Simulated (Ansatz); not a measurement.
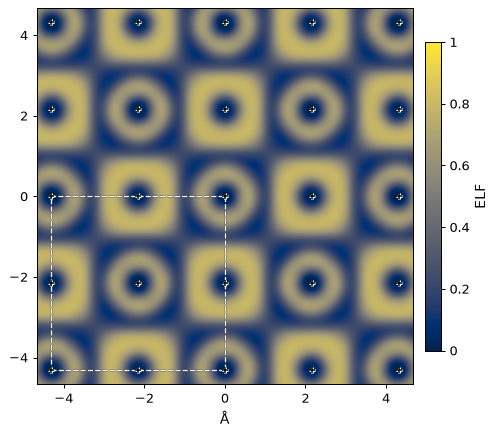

The ELF on a plane through atoms (crosses mark nuclei in the plane).

Computed with DFT PBEsol, scalar-relativistic, plane waves, PAW (Ansatz 0.2.0).

Candidates:
A. SiNi, a = 4.38 Å, b = 4.38 Å, c = 4.38 Å, α = 90.00°, β = 90.00°, γ = 90.00°. Space group P2₁3; changed on purpose from its base cell (volume × 0.94, shape and atoms relaxed); computed pressure about 14 GPa in this cell; computed without spin polarisation.
B. TiC, a = 4.32 Å, b = 4.32 Å, c = 4.32 Å, α = 90.00°, β = 90.00°, γ = 90.00°. Space group Fm-3m; computed pressure about −5 GPa in this cell; computed without spin polarisation.
C. Ni$_{3}$Ge, a = 3.52 Å, b = 3.52 Å, c = 3.52 Å, α = 90.00°, β = 90.00°, γ = 90.00°. Space group Pm-3m; a structure from a database of computed crystals, not necessarily the ambient phase; computed without spin polarisation.

> Which candidate gave the map?

Candidate B: TiC on the (100) plane of the conventional cell, which holds Ti and C. Ti–C (2.16 Å): the ELF peaks at about 0.80 in the valence shell of C, 0.7 Å from its nucleus, and is about 0.30 at the midpoint.
